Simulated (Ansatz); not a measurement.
**C: 7 runs along one coordinate**

System: C (10 atoms in the cell).
Method: DFT PBEsol, scalar-relativistic, plane waves, PAW, no spin polarisation (Ansatz 0.2.0).

The 7 runs differ only in the geometry, by a strain of the cell at fixed fractional positions. Against run 4, the strain is εzz = η. The structure derives from an entry of the Crystallography Open Database.

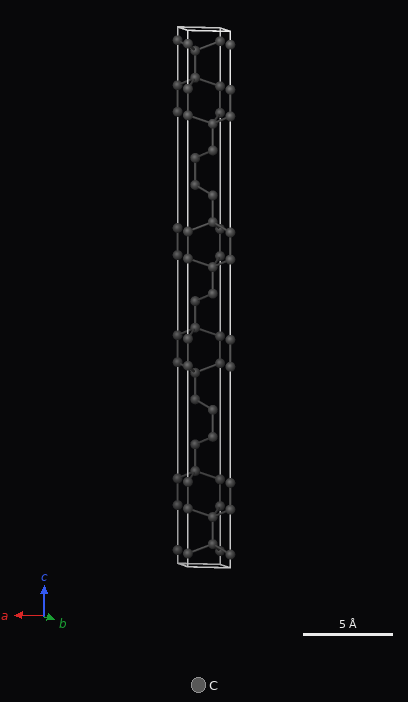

Figure 1. The structure of run 4 (ball-and-stick view of the cell 3 times as large as that of the calculation, set on its symmetry axes, seen at an oblique angle).

### Input of run 4
```yaml
crystal:
  lattice:
    - [1.2534231687, 0.7236642039, 10.161829674]
    - [-1.2534231687, 0.7236642039, 10.161829674]
    - [0.0, -1.4473284077, 10.161829674]
  atoms:
    - { symbol: C, position: [0.0248215789, 0.0248215789, 0.0248215789] }
    - { symbol: C, position: [0.9751784211, 0.9751784211, 0.9751784211] }
    - { symbol: C, position: [0.1086886328, 0.1086886328, 0.1086886328] }
    - { symbol: C, position: [0.8913113672, 0.8913113672, 0.8913113672] }
    - { symbol: C, position: [0.158365367, 0.158365367, 0.158365367] }
    - { symbol: C, position: [0.841634633, 0.841634633, 0.841634633] }
    - { symbol: C, position: [0.374863656, 0.374863656, 0.374863656] }
    - { symbol: C, position: [0.625136344, 0.625136344, 0.625136344] }
    - { symbol: C, position: [0.4253184939, 0.4253184939, 0.4253184939] }
    - { symbol: C, position: [0.5746815061, 0.5746815061, 0.5746815061] }
basis:
  ecutwfc: 420
kpoints:
  mp_grid: { grid: [12, 12, 12] }
hamiltonian:
  xc: pbesol
scf:
  occupations: { method: gaussian, width: 0.05 }
output:
  forces: true
  stress: true
  eigenvalues: true
```

Command:
```bash
ansatz run input.yaml --threads 2 --pin off --max-ram 5120MiB --backend cpu --events-out ev --progress --plain --runs-dir out
```

Run 2 differs from it as follows:
```diff
-    - [1.2534231687, 0.7236642039, 10.161829674]
-    - [-1.2534231687, 0.7236642039, 10.161829674]
-    - [0.0, -1.4473284077, 10.161829674]
+    - [1.2534231687, 0.7236642039, 9.8523323235]
+    - [-1.2534231687, 0.7236642039, 9.8523323235]
+    - [0.0, -1.4473284077, 9.8523323235]
```

### Results, with one run withheld

| run | strain parameter η (%) | free energy per atom, from the lowest run given (meV) | pressure (GPa) | gap on the mesh (eV) |
| --- | --- | --- | --- | --- |
| 1 | −4.5685 | 88.36 | 33.99 | 3.72 |
| 2 | −3.0457 | ? | ? | ? |
| 3 | −1.5228 | 16.74 | 15.16 | 4.13 |
| 4 | 0.0000 | 0.38 | 7.17 | 4.28 |
| 5 | 3.0457 | 0.00 | −6.42 | 4.44 |
| 6 | 4.5685 | 13.76 | −12.18 | 4.44 |
| 7 | 7.6142 | 64.49 | −21.92 | 3.86 |

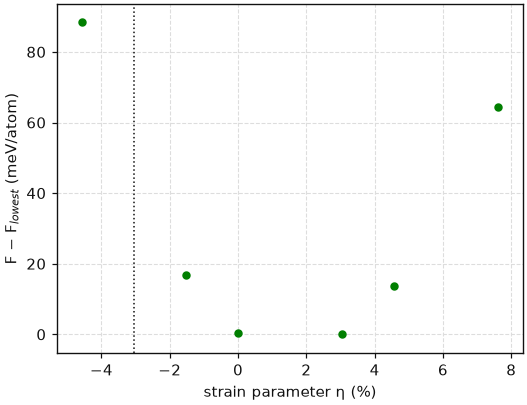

Figure 2. Free energy per atom of the runs given; the dotted line marks run 2.

Estimate the energy of run 2 from the others.

A cubic polynomial in the coordinate, fitted to the 6 runs given, misses them by at most 0.11 meV per atom. With x = η − 1.5229, it reads F = −4.9857 + 9.8369e-05 x + 2.1935 x² − 0.052802 x³ (meV per atom). At run 2 it gives 45.83 meV per atom, and the run itself gives 45.59. The fit has its minimum at η = 1.5229 %. The gap on the mesh lies between 3.72 eV (run 1) and 4.44 eV (run 5); run 2 has 3.93 eV. These are gaps of this functional on this mesh, which can miss the band edges; they aren't the measured gap.

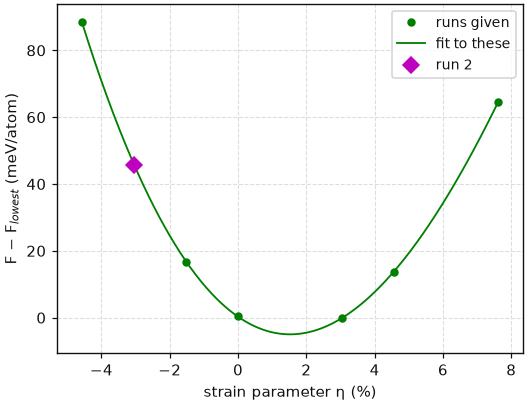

Figure 3. The fit and the withheld run.

### Output, shortened to warnings, some set-up lines, iterations and results (run 2)
```
Basis set: ecut = 420 eV, 1047 PW (Γ), FFT grids on a1−a3, a2−a3, a3, exchange–correlation on 36×36×144 points (8 copies of the dense FFT grid, shifted against one another)
Symmetry: 12 space group operations
k-points: 189 of 1728
Initial density: superposition of atomic densities (neutral atoms: chi_scale 0, normalization atom), corrected by the library's trained network
[...]
SCF iter   1: F=—  HF=-2466.121512 eV  |F-HF|=—  |Δ(HF+E_count)|=         —  Δρ=9.02e-3  dr2=3.45e-2  ethr=1.77e-3  ⟨swp⟩=6.1  Hψ=27235  notcnv=0  defer=60
SCF iter   2: F=—  HF=-2466.110543 eV  |F-HF|=—  |Δ(HF+E_count)|=   1.10e-2  Δρ=3.51e-3  dr2=4.38e-3  ethr=8.63e-5  ⟨swp⟩=2.9  Hψ=11954  notcnv=0  defer=645
SCF iter   3: F=—  HF=-2466.109293 eV  |F-HF|=—  |Δ(HF+E_count)|=   1.25e-3  Δρ=5.23e-4  dr2=1.69e-4  ethr=1.10e-5  ⟨swp⟩=2.8  Hψ=9378  notcnv=0  defer=456
SCF iter   4: F=—  HF=-2466.109259 eV  |F-HF|=—  |Δ(HF+E_count)|=   3.39e-5  Δρ=1.81e-4  dr2=5.02e-6  ethr=4.24e-7  ⟨swp⟩=2.1  Hψ=7504  notcnv=0  defer=456
SCF iter   5: F=—  HF=-2466.109263 eV  |F-HF|=—  |Δ(HF+E_count)|=   3.64e-6  Δρ=1.56e-5  dr2=4.63e-8  ethr=1.26e-8  ⟨swp⟩=2.5  Hψ=8861  notcnv=0  defer=456
SCF iter   6: F=-2466.109263 eV  HF=-2466.109263 eV  |F-HF|=5.46e-10  |Δ(HF+E_count)|=   2.12e-8  Δρ=2.74e-6  dr2=1.34e-9  ethr=1.16e-10  ⟨swp⟩=6.4  Hψ=22101  notcnv=0
SCF 1 converged in 6 iterations: F = -2466.109263 eV  dr2 = 1.34e-9
SCF converged after 6 iterations
Free energy (F): -2466.109263 eV
Harris-Foulkes:  -2466.109263 eV  (|F-HF|=5.46e-10)
Internal energy: -2466.109263 eV  (E = F + TS)
E sigma→0 (E₀):  -2466.109263 eV
Fermi energy:    16.441210 eV
--- Per-component energies (eV) ---
  E_band       = 198.728712
  E_kinetic    = 940.092469
  E_local      = -592.233904  (includes V_loc(G=0)·N_el)
  E_nonlocal   = 270.958250
  E_hartree    = 129.547422
  E_xc         = -488.983572
  E_vxc        = -609.172556  (∫ρ·V_xc dr)
  E_paw        = -955.109008  (= ΣΔE_a)
  E_vpaw       = -70.010503  (= ΣTr[D̂ρ^β])
  E_aug_tail   = 0.000081  (compensation charges beyond the density's cutoff)
  E_ewald      = -1770.592007
  E_core_change = 0.211005  (= ΣΔE_core)
  E_smearing   = -0.000000  (= −TS)
  E_closure    = -0.000000  (closes the sum)
  Σ components = -2466.109263   (vs F -2466.109263, Δ=0.00e0)
--- Forces (eV/Å), atoms counted from 1 ---
  atom   1  C      0.00000000     0.00000000     0.34765333
  atom   2  C      0.00000000    -0.00000000    -0.34765333
  atom   3  C      0.00000000    -0.00000000    -0.33752224
  atom   4  C      0.00000000     0.00000000     0.33752224
  atom   5  C      0.00000000     0.00000000     0.49167186
  atom   6  C      0.00000000    -0.00000000    -0.49167186
  atom   7  C      0.00000000    -0.00000000    -0.41478910
  atom   8  C      0.00000000     0.00000000     0.41478910
  atom   9  C      0.00000000     0.00000000     0.41865651
  atom  10  C      0.00000000    -0.00000000    -0.41865651
  max |Σ_I F_I| component: 2.78e-16 eV/Å
--- Stress (GPa, compression-positive) ---
        2.284465       0.000000       0.000000
        0.000000       2.284465       0.000000
        0.000000       0.000000      67.635426
  P = ⅓ Tr σ = 24.0681 GPa (240.681 kbar)
```
